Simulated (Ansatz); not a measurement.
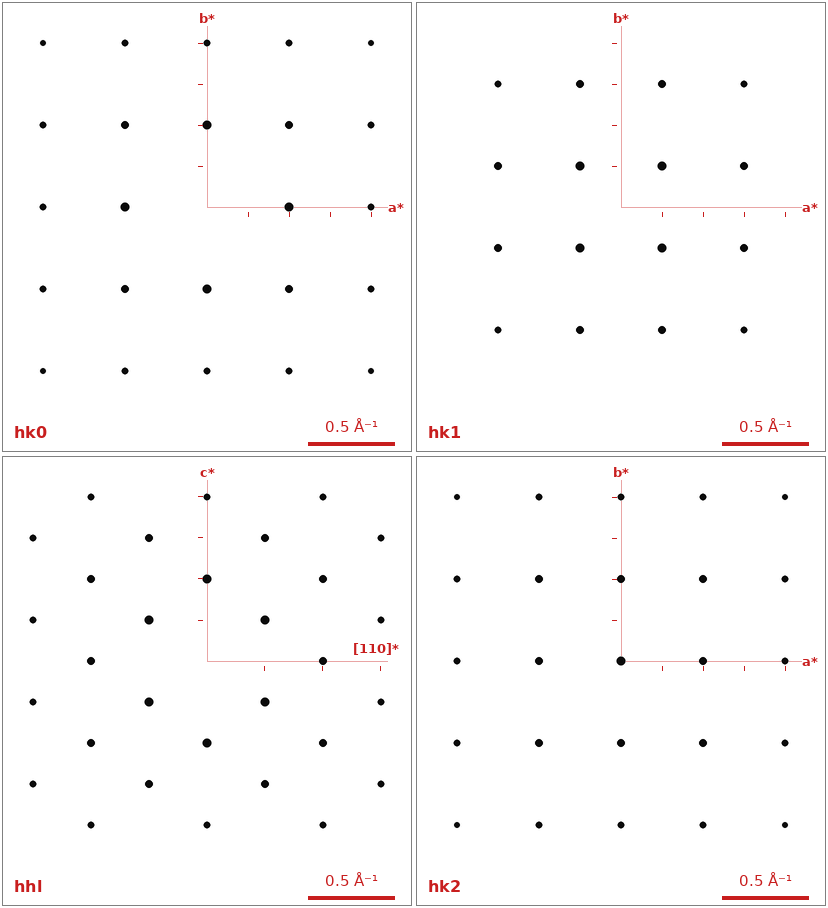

Four undistorted layers of reciprocal space, calculated for a single crystal (X-rays, kinematic |F|², B = 0.5 Å²). Tick marks count the reciprocal lattice steps of the conventional cell along each axis.

Question: What cell do the layers give?

Answer: a* = 0.239, b* = 0.239, c* = 0.239 Å⁻¹; the cell is cubic with a = 4.18 Å.

Question: Which reflection conditions do the layers show?

Answer: Reflections are present only under these conditions. hkl: h + k = 2n, h + l = 2n; hk0: h = 2n, k = 2n; hhl: h + l = 2n; h00: h = 2n. The lattice is face-centred (F).

Question: Which space groups fit?

Answer: The intensities have Laue symmetry m-3m (the hk0 layer shows 4mm, hk1 shows 4mm). With these conditions the candidates are F432 (No. 209), F-43m (No. 216), Fm-3m (No. 225). Diffraction geometry alone does not choose among them; the structure has Fm-3m. The compound is Ta. Structure: the input geometry of an electronic-structure calculation (not necessarily at equilibrium); the starting structure was generated, so it need not be a known form of this composition.
